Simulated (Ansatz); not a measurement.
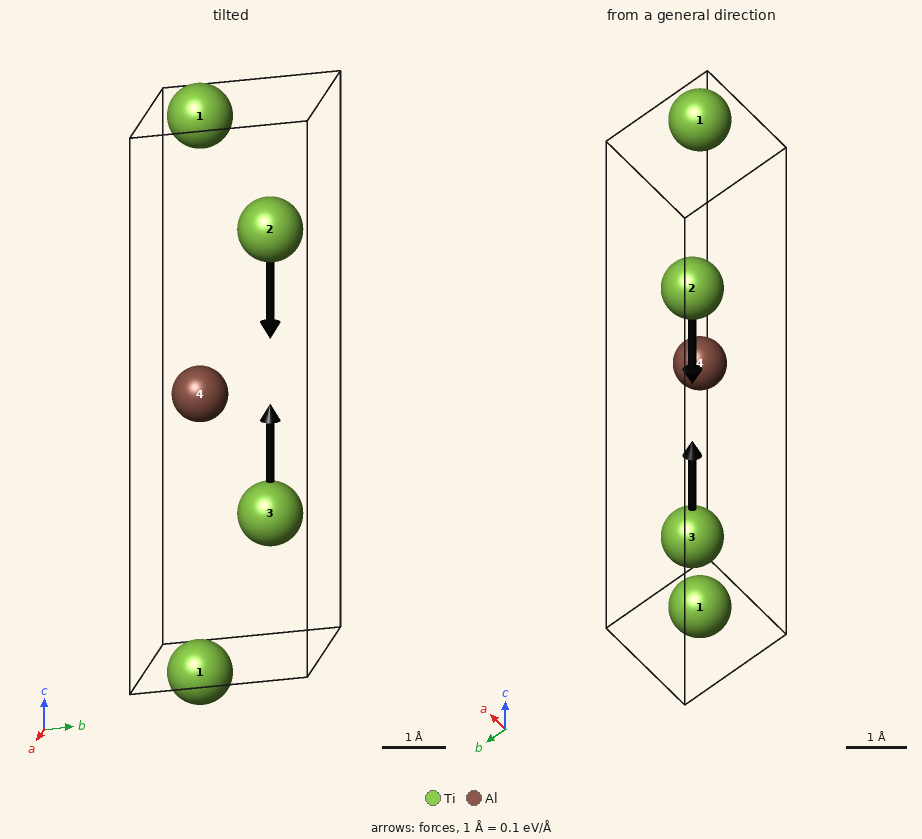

View slightly off an axis and from a general direction, drawn as a spheres-only model. The box is the simulation cell; atoms on or close to its faces, edges and corners are drawn wherever they repeat. The arrows are the computed forces on the atoms.

System: Ti3Al. Theory: DFT PBEsol, scalar-relativistic, plane waves, PAW in Ansatz. Numerical settings: a 420 eV plane-wave basis, the zone sampled with 18×18×6 points, Gaussian smearing of 0.1 eV, no spin polarisation.

**Could this be the end point of a relaxation?**

No. The atoms still feel forces of up to about 0.13 eV/Å, above a usual threshold of 0.01 to 0.03 eV/Å.

**Name the atom under the greatest force.**

Ti2 and Ti3, about 0.13 eV/Å.

Starting structure: a structure listed in the Materials Project. The cell was then strained or its atoms displaced on purpose. A calculation with Ansatz used it as input.
